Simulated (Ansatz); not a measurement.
**What a change does: single-point calculation on AlAs**

System: AlAs (F-43m, 2 atoms in the cell).
Method of run A: DFT PBE0, scalar-relativistic, plane waves, PAW, no spin polarisation (Ansatz 0.2.0).

The structure derives from an entry of the Crystallography Open Database. Text and figures count atoms from 1; the logs count them from 0 in places.

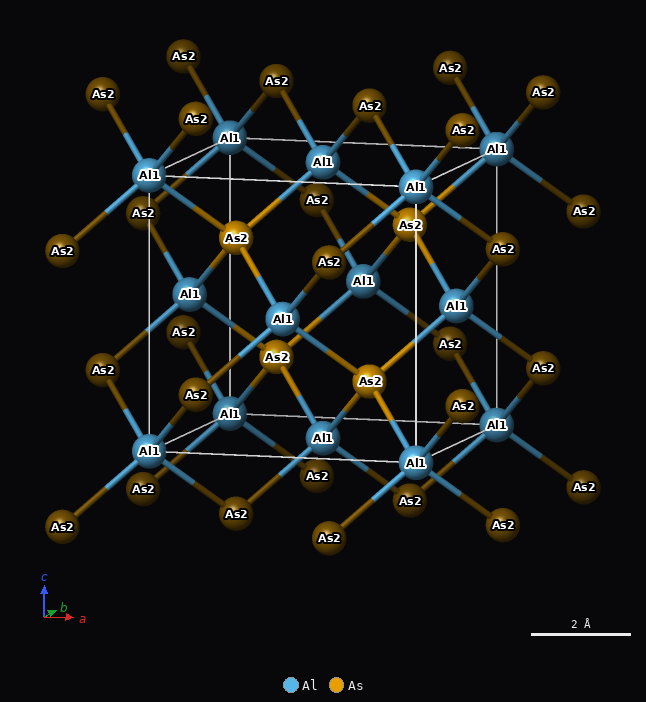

Figure 1. The structure as given in the input (ball-and-stick view of the cell 4 times as large as that of the calculation, set on its symmetry axes, seen slightly off an axis; neighbours outside the cell are drawn fainter; atoms are numbered from 1 in the order of the input).

Input file, run A:
```yaml
crystal:
  lattice:
    - [0.0, 2.8372982002, 2.8372982002]
    - [2.8372982002, 0.0, 2.8372982002]
    - [2.8372982002, 2.8372982002, 0.0]
  atoms:
    - { symbol: Al, position: [0.0, 0.0, 0.0] }
    - { symbol: As, position: [0.25, 0.25, 0.25] }
basis:
  ecutwfc: 420
kpoints:
  mp_grid: { grid: [6, 6, 6] }
  band_path:
    path:
      - [0.0, 0.0, 0.0]
      - [-0.5, -0.5, 0.0]
      - [-0.375, -0.375, 0.25]
      - [-0.375, 0.0, 0.375]
      - [0.0, 0.0, 0.5]
      - [-0.5, -0.25, 0.25]
      - [0.0, 0.5, 0.5]
    npoints: 1
hamiltonian:
  xc: pbe0
scf:
  occupations: { method: fixed }
  n_extra_bands: 4
output:
  eigenvalues: true
```

Launched with:
```bash
ansatz run input.yaml --threads 2 --pin off --max-ram 5120MiB --backend cpu --events-out ev --progress --plain --runs-dir out
```

Hardware: 2 threads of Arm Neoverse V2, 24 GiB of memory available, shared host.

Output, shortened to warnings, some set-up lines, iterations and results (run A):
```
Basis set: ecut = 420 eV, 893 PW (Γ)
Symmetry: 24 space group operations
k-points: 16 of 216 (time reversal used)
Initial density: superposition of atomic densities (neutral atoms: chi_scale 0, normalization atom), corrected by the library's trained network
[...]
SCF iter   1: F=—  HF=-5394.594581 eV  |F-HF|=—  |Δ(HF+E_count)|=         —  Δρ=1.39e-3  dr2=1.77e-3  ethr=1.77e-3  ⟨swp⟩=6.8  Hψ=942  notcnv=0
SCF iter   2: F=-5394.594295 eV  HF=-5394.594301 eV  |F-HF|=6.07e-6  |Δ(HF+E_count)|=   2.80e-4  Δρ=4.68e-4  dr2=1.04e-4  ethr=5.76e-7  ⟨swp⟩=3.1  Hψ=1227  notcnv=0  defer=1
SCF 1 stopped early in 2 iterations: F = -5394.594295 eV  dr2 = 1.04e-4
SCF iter   1: F=—  HF=-5396.454628 eV  |F-HF|=—  |Δ(HF+E_count)|=         —  Δρ=4.04e-3  dr2=5.49e-3  ethr=5.78e-6  ⟨swp⟩=6.6  Hψ=1022  notcnv=0
SCF iter   2: F=—  HF=-5396.447177 eV  |F-HF|=—  |Δ(HF+E_count)|=   7.45e-3  Δρ=1.89e-3  dr2=1.23e-3  ethr=5.78e-6  ⟨swp⟩=4.0  Hψ=836  notcnv=0
SCF iter   3: F=—  HF=-5396.446962 eV  |F-HF|=—  |Δ(HF+E_count)|=   2.15e-4  Δρ=8.35e-4  dr2=7.52e-4  ethr=4.08e-6  ⟨swp⟩=2.0  Hψ=480  notcnv=0
SCF iter   4: F=—  HF=-5396.452394 eV  |F-HF|=—  |Δ(HF+E_count)|=   5.43e-3  Δρ=5.45e-4  dr2=7.57e-5  ethr=6.46e-7  ⟨swp⟩=4.0  Hψ=845  notcnv=0
SCF iter   5: F=—  HF=-5396.452365 eV  |F-HF|=—  |Δ(HF+E_count)|=   2.87e-5  Δρ=7.15e-5  dr2=1.94e-5  ethr=3.45e-7  ⟨swp⟩=3.0  Hψ=560  notcnv=0
SCF iter   6: F=-5396.452481 eV  HF=-5396.452481 eV  |F-HF|=7.84e-7  |Δ(HF+E_count)|=   1.16e-4  Δρ=8.15e-5  dr2=2.85e-6  ethr=1.00e-8  ⟨swp⟩=4.2  Hψ=817  notcnv=0
SCF 2 stopped early in 6 iterations: F = -5396.452481 eV  dr2 = 2.85e-6
SCF iter   1: F=—  HF=-5396.452737 eV  |F-HF|=—  |Δ(HF+E_count)|=         —  Δρ=5.24e-5  dr2=6.80e-7  ethr=1.49e-6  ⟨swp⟩=2.1  Hψ=482  notcnv=0
SCF iter   2: F=—  HF=-5396.452737 eV  |F-HF|=—  |Δ(HF+E_count)|=   1.40e-7  Δρ=1.02e-5  dr2=1.07e-7  ethr=1.97e-10  ⟨swp⟩=2.1  Hψ=1320  notcnv=0
SCF iter   3: F=-5396.452737 eV  HF=-5396.452737 eV  |F-HF|=1.02e-8  |Δ(HF+E_count)|=   4.02e-7  Δρ=8.99e-6  dr2=2.37e-8  ethr=1.97e-10  ⟨swp⟩=4.1  Hψ=735  notcnv=0
SCF 3 converged in 3 iterations: F = -5396.452737 eV  dr2 = 2.37e-8
hybrid outer 2: dexx = +5.820e-7 eV, tail = 7.24e-8 eV, Δε = 3.04e-3 eV (about 2.46e-4 eV left of the loop's levels)
NSCF: frozen V_eff on 7 k-points
hybrid SCF converged: 2 outer / 9 inner (+2 warm-up), last move |dexx| = 5.82e-7 eV, tail = 7.24e-8 eV
Stability not checked: this state was not tested for a lower state beside it, because the functional holds exact exchange (a hybrid, or Hartree-Fock), whose exchange loop this test does not read (fock_operator; see scf.lower_state_search)
Free energy (F): -5396.452737 eV
Frozen-core exchange: fock
Harris-Foulkes:  -5396.452737 eV  (|F-HF|=1.02e-8)
Internal energy: -5396.452737 eV  (E = F + TS)
E sigma→0 (E₀):  -5396.452737 eV
Fermi energy:    5.509687 eV
--- Per-component energies (eV) ---
  E_band       = -319.892054
  E_kinetic    = 126.017191
  E_local      = -2119.979154  (includes V_loc(G=0)·N_el)
  E_nonlocal   = -660.672845
  E_hartree    = 1134.434428
  E_xc         = -91.904187
  E_vxc        = -83.957909  (∫ρ·V_xc dr)
  E_exx        = -72.365488  (= α·E_x^exact, valence–valence)
  E_paw        = -2258.354827  (= ΣΔE_a)
  E_vpaw       = 294.561117  (= ΣTr[D̂ρ^β])
  E_aug_tail   = 0.000006  (compensation charges beyond the density's cutoff)
  E_ewald      = -1452.795332
  E_core_change = -0.832530  (= ΣΔE_core)
  E_smearing   = -0.000000  (= −TS)
  E_closure    = -0.000000  (closes the sum)
  Σ components = -5396.452737   (vs F -5396.452737, Δ=9.09e-13)
```

For run B the input was changed thus:
```diff
-  xc: pbe0
+  xc: hf
+  write_density: true
+  write_potential: true
+  elf: true
+  volumetric_format: npy
```

How does run B compare with run A?

The total energies belong to different methods, so their difference says nothing on which is more stable or more accurate. The gap on the mesh goes from 2.75 to 7.39 eV. The functional changes from PBE0 to hf. The SCF takes 16 iterations against 11.

Output, shortened to warnings, some set-up lines, iterations and results (run B):
```
Basis set: ecut = 420 eV, 893 PW (Γ)
Symmetry: 24 space group operations
k-points: 16 of 216 (time reversal used)
Initial density: superposition of atomic densities (neutral atoms: chi_scale 0, normalization atom), corrected by the library's trained network
[...]
SCF iter   1: F=—  HF=-5337.069342 eV  |F-HF|=—  |Δ(HF+E_count)|=         —  Δρ=3.05e-3  dr2=2.53e-3  ethr=1.77e-3  ⟨swp⟩=7.4  Hψ=1046  notcnv=0
SCF iter   2: F=—  HF=-5337.062771 eV  |F-HF|=—  |Δ(HF+E_count)|=   6.57e-3  Δρ=1.14e-3  dr2=7.38e-4  ethr=1.41e-5  ⟨swp⟩=4.4  Hψ=826  notcnv=0
SCF iter   3: F=-5337.062700 eV  HF=-5337.062674 eV  |F-HF|=2.60e-5  |Δ(HF+E_count)|=   9.74e-5  Δρ=3.57e-4  dr2=4.67e-5  ethr=2.57e-7  ⟨swp⟩=2.5  Hψ=1067  notcnv=0
SCF 1 stopped early in 3 iterations: F = -5337.062700 eV  dr2 = 4.67e-5
SCF iter   1: F=—  HF=-5344.828867 eV  |F-HF|=—  |Δ(HF+E_count)|=         —  Δρ=1.19e-2  dr2=3.59e-2  ethr=2.60e-6  ⟨swp⟩=7.1  Hψ=1206  notcnv=0
[... 10 lines ...]
SCF 3 stopped early in 4 iterations: F = -5344.986400 eV  dr2 = 9.02e-7
SCF iter   1: F=—  HF=-5344.986462 eV  |F-HF|=—  |Δ(HF+E_count)|=         —  Δρ=3.58e-5  dr2=3.06e-7  ethr=1.23e-6  ⟨swp⟩=2.5  Hψ=494  notcnv=0
SCF iter   2: F=—  HF=-5344.986462 eV  |F-HF|=—  |Δ(HF+E_count)|=   5.48e-7  Δρ=2.36e-5  dr2=1.38e-7  ethr=1.08e-9  ⟨swp⟩=4.5  Hψ=824  notcnv=0  defer=2
SCF iter   3: F=-5344.986462 eV  HF=-5344.986462 eV  |F-HF|=3.47e-9  |Δ(HF+E_count)|=   3.66e-9  Δρ=2.26e-6  dr2=1.41e-8  ethr=1.91e-11  ⟨swp⟩=2.5  Hψ=1182  notcnv=0  defer=2
SCF 4 converged in 3 iterations: F = -5344.986462 eV  dr2 = 1.41e-8
hybrid outer 3: dexx = +1.156e-6 eV, tail = 2.41e-7 eV, Δε = 2.35e-3 eV (about 4.38e-4 eV left of the loop's levels)
NSCF: frozen V_eff on 7 k-points
hybrid SCF converged: 3 outer / 13 inner (+3 warm-up), last move |dexx| = 1.16e-6 eV, tail = 2.41e-7 eV
Stability not checked: this state was not tested for a lower state beside it, because the functional holds exact exchange (a hybrid, or Hartree-Fock), whose exchange loop this test does not read (fock_operator; see scf.lower_state_search)
Free energy (F): -5344.986463 eV
Frozen-core exchange: fock
Harris-Foulkes:  -5344.986463 eV  (|F-HF|=3.47e-9)
Internal energy: -5344.986463 eV  (E = F + TS)
E sigma→0 (E₀):  -5344.986463 eV
Fermi energy:    4.216760 eV
--- Per-component energies (eV) ---
  E_band       = -451.260878
  E_kinetic    = 125.316494
  E_local      = -2117.204145  (includes V_loc(G=0)·N_el)
  E_nonlocal   = -667.533687
  E_hartree    = 1139.369143
  E_xc         = 0.000000
  E_vxc        = 0.000000  (∫ρ·V_xc dr)
  E_exx        = -291.443324  (= α·E_x^exact, valence–valence)
  E_paw        = -2077.800523  (= ΣΔE_a)
  E_vpaw       = 512.310536  (= ΣTr[D̂ρ^β])
  E_aug_tail   = 0.000007  (compensation charges beyond the density's cutoff)
  E_ewald      = -1452.795332
  E_core_change = -2.895095  (= ΣΔE_core)
  E_smearing   = -0.000000  (= −TS)
  E_closure    = -0.000000  (closes the sum)
  Σ components = -5344.986463   (vs F -5344.986463, Δ=0.00e0)
```

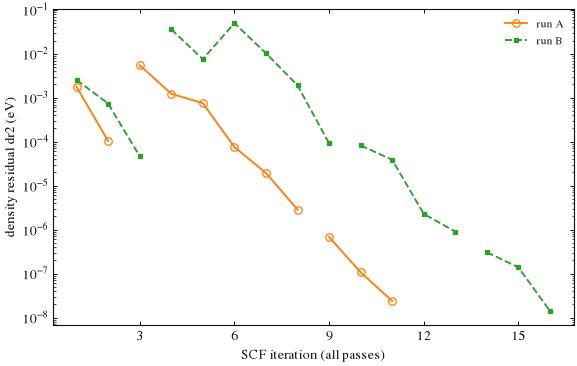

Figure 2. Convergence of the two runs: density residual dr2 against the SCF iteration. A break in a curve parts two SCF passes. Run A takes 11 iterations in all, and run B takes 16.

The two runs side by side:

| quantity | run A | run B |
| --- | --- | --- |
| outcome | converged | converged |
| free energy per atom (eV) | −2698.2264 | −2672.4932 |
| gap on the mesh (eV) | 2.75 | 7.39 |
| SCF iterations | 11 | 16 |
| irreducible k-points | 16 | 16 |
| plane waves at Γ | 893 | 893 |
| wall time (shared host) | 39 s | 44 s |
